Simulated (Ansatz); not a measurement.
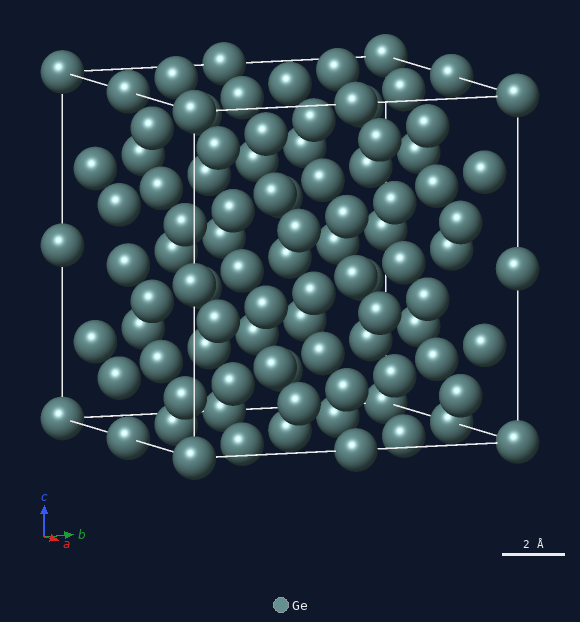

Fig. 1: The starting structure (spheres-only view of the cell of the calculation, seen slightly off an axis).

**Geometry relaxation, with input and output: Ge64 (part 1 of 2)**

- system: Ge64 (Fd-3m, 64 atoms in the cell)
- method: DFT, PBEsol, PAW, plane waves (Ansatz 0.2.0)

The structure was built on a prototype by a generator.

**The input**
```yaml
crystal:
  lattice:
    - [11.351184, 0.000000, 0.000000]
    - [0.000000, 11.351184, 0.000000]
    - [0.000000, 0.000000, 11.351184]
  atoms:
    - { symbol: Ge, position: [0.000000, 0.000000, 0.000000] }
    - { symbol: Ge, position: [0.000000, 0.000000, 0.500000] }
    - { symbol: Ge, position: [0.000000, 0.500000, 0.000000] }
    - { symbol: Ge, position: [0.000000, 0.500000, 0.500000] }
    - { symbol: Ge, position: [0.500000, 0.000000, 0.000000] }
    - { symbol: Ge, position: [0.500000, 0.000000, 0.500000] }
    - { symbol: Ge, position: [0.500000, 0.500000, 0.000000] }
    - { symbol: Ge, position: [0.500000, 0.500000, 0.500000] }
    - { symbol: Ge, position: [0.125000, 0.125000, 0.125000] }
    - { symbol: Ge, position: [0.125000, 0.125000, 0.625000] }
    - { symbol: Ge, position: [0.125000, 0.625000, 0.125000] }
    - { symbol: Ge, position: [0.125000, 0.625000, 0.625000] }
    - { symbol: Ge, position: [0.625000, 0.125000, 0.125000] }
    - { symbol: Ge, position: [0.625000, 0.125000, 0.625000] }
    - { symbol: Ge, position: [0.625000, 0.625000, 0.125000] }
    - { symbol: Ge, position: [0.625000, 0.625000, 0.625000] }
    - { symbol: Ge, position: [0.250000, 0.250000, 0.000000] }
    - { symbol: Ge, position: [0.250000, 0.250000, 0.500000] }
    - { symbol: Ge, position: [0.250000, 0.750000, 0.000000] }
    - { symbol: Ge, position: [0.250000, 0.750000, 0.500000] }
    - { symbol: Ge, position: [0.750000, 0.250000, 0.000000] }
    - { symbol: Ge, position: [0.750000, 0.250000, 0.500000] }
    - { symbol: Ge, position: [0.750000, 0.750000, 0.000000] }
    - { symbol: Ge, position: [0.750000, 0.750000, 0.500000] }
    - { symbol: Ge, position: [0.375000, 0.375000, 0.125000] }
    - { symbol: Ge, position: [0.375000, 0.375000, 0.625000] }
    - { symbol: Ge, position: [0.375000, 0.875000, 0.125000] }
    - { symbol: Ge, position: [0.375000, 0.875000, 0.625000] }
    - { symbol: Ge, position: [0.875000, 0.375000, 0.125000] }
    - { symbol: Ge, position: [0.875000, 0.375000, 0.625000] }
    - { symbol: Ge, position: [0.875000, 0.875000, 0.125000] }
    - { symbol: Ge, position: [0.875000, 0.875000, 0.625000] }
    - { symbol: Ge, position: [0.250000, 0.000000, 0.250000] }
    - { symbol: Ge, position: [0.250000, 0.000000, 0.750000] }
    - { symbol: Ge, position: [0.250000, 0.500000, 0.250000] }
    - { symbol: Ge, position: [0.250000, 0.500000, 0.750000] }
    - { symbol: Ge, position: [0.750000, 0.000000, 0.250000] }
    - { symbol: Ge, position: [0.750000, 0.000000, 0.750000] }
    - { symbol: Ge, position: [0.750000, 0.500000, 0.250000] }
    - { symbol: Ge, position: [0.750000, 0.500000, 0.750000] }
    - { symbol: Ge, position: [0.375000, 0.125000, 0.375000] }
    - { symbol: Ge, position: [0.375000, 0.125000, 0.875000] }
    - { symbol: Ge, position: [0.375000, 0.625000, 0.375000] }
    - { symbol: Ge, position: [0.375000, 0.625000, 0.875000] }
    - { symbol: Ge, position: [0.875000, 0.125000, 0.375000] }
    - { symbol: Ge, position: [0.875000, 0.125000, 0.875000] }
    - { symbol: Ge, position: [0.875000, 0.625000, 0.375000] }
    - { symbol: Ge, position: [0.875000, 0.625000, 0.875000] }
    - { symbol: Ge, position: [0.000000, 0.250000, 0.250000] }
    - { symbol: Ge, position: [0.000000, 0.250000, 0.750000] }
    - { symbol: Ge, position: [0.000000, 0.750000, 0.250000] }
    - { symbol: Ge, position: [0.000000, 0.750000, 0.750000] }
    - { symbol: Ge, position: [0.500000, 0.250000, 0.250000] }
    - { symbol: Ge, position: [0.500000, 0.250000, 0.750000] }
    - { symbol: Ge, position: [0.500000, 0.750000, 0.250000] }
    - { symbol: Ge, position: [0.500000, 0.750000, 0.750000] }
    - { symbol: Ge, position: [0.125000, 0.375000, 0.375000] }
    - { symbol: Ge, position: [0.125000, 0.375000, 0.875000] }
    - { symbol: Ge, position: [0.125000, 0.875000, 0.375000] }
    - { symbol: Ge, position: [0.125000, 0.875000, 0.875000] }
    - { symbol: Ge, position: [0.625000, 0.375000, 0.375000] }
    - { symbol: Ge, position: [0.625000, 0.375000, 0.875000] }
    - { symbol: Ge, position: [0.625000, 0.875000, 0.375000] }
    - { symbol: Ge, position: [0.625000, 0.875000, 0.875000] }
kpoints:
  mp_grid: { grid: [1, 1, 1], shift: [0.5, 0.5, 0.5] }
hamiltonian:
  xc: pbesol
scf:
  occupations: { method: fermi_dirac, width: 0.01 }
relax:
  f_tol: 0.03
  max_steps: 80
  escape_saddle: false
  adjacent_minimum: "off"
  cell: { fix: [shape] }
output:
  forces: true
  eigenvalues: true
  populations: true
```

**What the program printed**
```
Pseudopotentials: kind: paw
Functional definition: PBEsol
  exchange = pbesol_x
  correlation = pbesol_c
Crystal: 64 atoms, lattice volume = 1462.593 Å³
Basis set: ecut = 420 eV, 28425 PW (Γ), exchange–correlation on 160×160×160 points (8 copies of the dense FFT grid, shifted against one another)
Bands: 538, of which v1, the nominal top of the filled ones, is band 448 counted from 1 (447 counted from 0)
Symmetry: 1536 space group operations
Space group: Fd-3m (ITA 227), of the structure as read, at distance tolerance 1.1e-4 Å
k-points: 1
Non-local potential: Ge, projectors of the file, l = 0: 2, l = 1: 2, l = 2: 3, l = 3: 1
PAW form: soft (Blöchl's): semilocal exchange-correlation on the pseudo side does not see the compensation charge
PAW frozen core: Ge, regenerated for the run's functional, and the local potential with it (the file was generated under x = pbe(κ = 0.804, μ = 0.2195149727645171), c = pbe(β = 0.06672455060314922))
PAW one-centre angular grid: Ge, 590 points (default); XC on 64 Gauss nodes
Initial density: superposition of atomic densities (neutral atoms: chi_scale 0, normalization atom), corrected by the library's trained network
Initial wavefunctions: pseudopotential atomic-orbital guess
Functional: x = pbesol(κ = 0.804, μ = 0.12345679012345678), c = pbesol(β = 0.046)
SCF iter   1: F=—  HF=-272216.155261 eV  |F-HF|=—  |Δ(HF+E_count)|=         —  Δρ=5.74e-4  dr2=1.89e-3  ethr=1.77e-3  ⟨swp⟩=6.0  Hψ=1638  notcnv=0  defer=16
preconditioner: auto → Resta (q_TF=auto, 2.514 Å⁻¹)  ε∞=2.7  [insulator: Δε(μ)=1.457 eV  Ē_g=22.387 eV  σ=0.010 eV  W_gap=1.00  n_scr=388 (ndim 8)  ℏωp=29.1 eV  f_vac=0.076  D(μ)=0.00/eV (n_scr^D=0)  ε∞_Penn≈2.7]
SCF iter   2: F=—  HF=-272216.111093 eV  |F-HF|=—  |Δ(HF+E_count)|=   4.42e-2  Δρ=4.39e-4  dr2=1.10e-3  ethr=2.10e-7  ⟨swp⟩=3.0  Hψ=1203  notcnv=0  defer=82
SCF iter   3: F=—  HF=-272216.113836 eV  |F-HF|=—  |Δ(HF+E_count)|=   2.74e-3  Δρ=3.31e-4  dr2=7.35e-4  ethr=1.23e-7  ⟨swp⟩=2.0  Hψ=912  notcnv=0  defer=82
SCF iter   4: F=—  HF=-272216.110464 eV  |F-HF|=—  |Δ(HF+E_count)|=   3.37e-3  Δρ=8.66e-5  dr2=5.01e-5  ethr=8.20e-8  ⟨swp⟩=2.0  Hψ=904  notcnv=0  defer=82
SCF iter   5: F=—  HF=-272216.112809 eV  |F-HF|=—  |Δ(HF+E_count)|=   2.34e-3  Δρ=2.24e-5  dr2=3.70e-6  ethr=5.59e-9  ⟨swp⟩=2.0  Hψ=888  notcnv=0  defer=82
SCF iter   6: F=-272216.112811 eV  HF=-272216.112811 eV  |F-HF|=6.32e-8  |Δ(HF+E_count)|=   2.72e-6  Δρ=3.09e-6  dr2=8.82e-8  ethr=1.12e-11  ⟨swp⟩=7.0  Hψ=2345  notcnv=0
SCF 1 converged in 6 iterations: F = -272216.112811 eV  dr2 = 8.82e-8
  greatest PAW one-centre occupation: 0.998 electrons in one spin orbital (limit 2), on the Ge atom at site 63 (counted from 0), in its partial waves of l = 2
relax step   1: F+E_penalty+E_count = -272216.11281129 eV  Δ(F+E_penalty+E_count) = +0.000e0 eV  max|allowed force component| = 2.649e-25 eV/Å  Δτ_max = 0.0000 Å  P = +0.001 GPa  Ω = 1462.593 Å³  fix = [alpha, beta, gamma, b/a, c/a]  (6 SCF iters, dr2 threshold 1.00e-7 eV, accepted)
Initial density: handed on by an earlier stage of this run
Initial wavefunctions: pseudopotential atomic-orbital guess (no wavefunctions were taken with the density)
iter 1 solved again at ethr=2.34e-7 eV; its pass at ethr=3.10e-3 eV (dr2=2.10e-3 eV) is discarded
SCF iter   1: F=—  HF=-272216.110524 eV  |F-HF|=—  |Δ(HF+E_count)|=         —  Δρ=2.54e-6  dr2=7.46e-8  ethr=2.34e-7  ⟨swp⟩=3.0  Hψ=2981  notcnv=0
eigensolver tolerance schedule: the retry pair's looser diagonalisation over-reported the residual by 28121.61 of it (diagonalisation noise at an unbounded share of the residual, at the tolerance the schedule requests for it); recorded, not acted on — ethr = c·dr2/N_el stays at c = 1.0e-1
preconditioner: auto → Resta (q_TF=auto, 2.514 Å⁻¹)  ε∞=2.7  [insulator: Δε(μ)=1.453 eV  Ē_g=22.422 eV  σ=0.010 eV  W_gap=1.00  n_scr=388 (ndim 8)  ℏωp=29.1 eV  f_vac=0.073  D(μ)=0.00/eV (n_scr^D=0)  ε∞_Penn≈2.7]
SCF iter   2: F=—  HF=-272216.112811 eV  |F-HF|=—  |Δ(HF+E_count)|=   2.29e-3  Δρ=1.64e-6  dr2=3.11e-8  ethr=8.33e-12  ⟨swp⟩=3.0  Hψ=1058  notcnv=0
SCF iter   3: F=—  HF=-272216.112811 eV  |F-HF|=—  |Δ(HF+E_count)|=   6.81e-8  Δρ=5.47e-7  dr2=3.73e-9  ethr=3.47e-12  ⟨swp⟩=2.0  Hψ=986  notcnv=0
SCF iter   4: F=—  HF=-272216.112811 eV  |F-HF|=—  |Δ(HF+E_count)|=   8.21e-9  Δρ=4.16e-7  dr2=1.30e-9  ethr=1.00e-12  ⟨swp⟩=2.0  Hψ=986  notcnv=0
SCF iter   5: F=-272216.112811 eV  HF=-272216.112811 eV  |F-HF|=0.00e0  |Δ(HF+E_count)|=   1.69e-9  Δρ=6.14e-8  dr2=5.64e-11  ethr=1.00e-12  ⟨swp⟩=3.0  Hψ=1438  notcnv=0
SCF 2 converged in 5 iterations: F = -272216.112811 eV  dr2 = 5.64e-11
  greatest PAW one-centre occupation: 0.998 electrons in one spin orbital (limit 2), on the Ge atom at site 55 (counted from 0), in its partial waves of l = 2
relax step   2: F+E_penalty+E_count = -272216.11281124 eV  Δ(F+E_penalty+E_count) = +4.820e-8 eV  max|allowed force component| = 1.366e-26 eV/Å  Δτ_max = 0.0000 Å  P = +0.001 GPa  Ω = 1462.593 Å³  fix = [alpha, beta, gamma, b/a, c/a]  stress off target by 1.09e-3 GPa on what of the cell is left free  SCF on the basis re-selected at this cell (its energy is not comparable with the rows above)  (5 S
SCF converged after 5 iterations
Free energy (F): -272216.112811 eV
Harris-Foulkes:  -272216.112811 eV  (|F-HF|=0.00e0)
Internal energy: -272216.112811 eV  (E = F + TS)
E sigma→0 (E₀):  -272216.112811 eV
Fermi energy:    8.208424 eV
--- Per-component energies (eV) ---
  E_band       = -9727.391007
  E_kinetic    = 7151.545350
  E_local      = -158724.035978  (includes V_loc(G=0)·N_el)
  E_nonlocal   = 26918.565600
  E_hartree    = 69591.234768
  E_xc         = -4793.235523
  E_vxc        = -4138.148011  (∫ρ·V_xc dr)
  E_paw        = -126699.905770  (= ΣΔE_a)
  E_vpaw       = -20117.812657  (= ΣTr[D̂ρ^β])
  E_aug_tail   = 0.025985  (compensation charges beyond the density's cutoff)
  E_ewald      = -85719.055163
  E_core_change = 58.747918  (= ΣΔE_core)
  E_smearing   = -0.000000  (= −TS)
  E_closure    = 0.000000  (closes the sum)
  Σ components = -272216.112811   (vs F -272216.112811, Δ=0.00e0)
```
